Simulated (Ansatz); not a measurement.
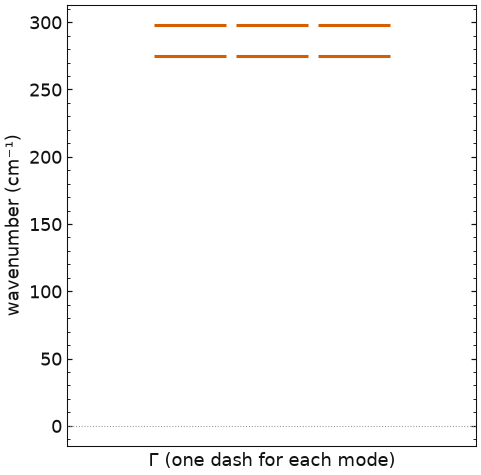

Computed with Ansatz 0.2.0: harmonic phonon frequencies at the zone centre with atoms at rest in the given cell, without the long-range term of polar modes, the three translations left out, imaginary frequencies are negative; plane waves with PAW datasets, Γ-centred k mesh. Level: PBEsol, no spin polarisation.

- wave cutoff: 420 eV
- k mesh: 14×14×14
- occupations: Fermi–Dirac
- smearing width: 0.15 eV
- volume relative to the relaxed cell: 0.98
- phonon method: linear response

Starting cell:
```yaml
crystal:
  lattice:
    - [-2.01148, 2.01148, 2.84467]
    - [2.01148, -2.01148, 2.84467]
    - [2.01148, 2.01148, -2.84467]
  atoms:
    - { symbol: Al, position: [0.75000, 0.25000, 0.50000] }
    - { symbol: Al, position: [0.25000, 0.75000, 0.50000] }
    - { symbol: Cu, position: [0.50000, 0.50000, 0.00000] }
```

**Figure.** Zone-centre optical phonon frequencies (the three acoustic modes are left out) for Al₂Cu, space group Fm-3m (No. 225).

No frequency is imaginary, so the structure is stable to these displacements (zone-boundary modes weren't tested here). The highest mode lies at 298.2 cm⁻¹. The optical modes lie at 274.9 (×3), 298.2 (×3) cm⁻¹.

Caveats: metal sensitive to the k mesh.
